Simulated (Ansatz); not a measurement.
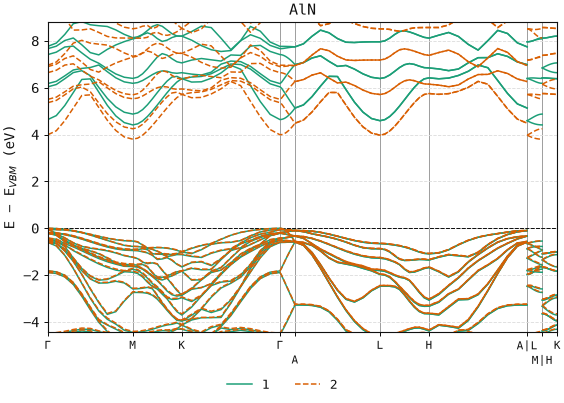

Band structures of AlN, space group P6_3mc, 12 atoms in the cell, by two methods on the same cell. Each is counted from its own valence-band top.

Which curve is which? The methods: PBE, r2SCAN.

1 is r2SCAN; 2 is PBE. r2SCAN gives a gap of 4.41 eV along the path and PBE gives a gap of 3.80 eV along the path.

Settings. r2SCAN: DFT r2SCAN, scalar-relativistic, plane waves, PAW, no spin polarisation, 12×12×2 k mesh, 500 eV cutoff, Gaussian smearing of 0.02 eV (Ansatz). PBE: DFT PBE, scalar-relativistic, plane waves, PAW, no spin polarisation, 12×12×2 k mesh, 420 eV cutoff, Gaussian smearing of 0.02 eV (Ansatz 0.2.0).

The structure is an invented one, so it need not be a known or stable phase.
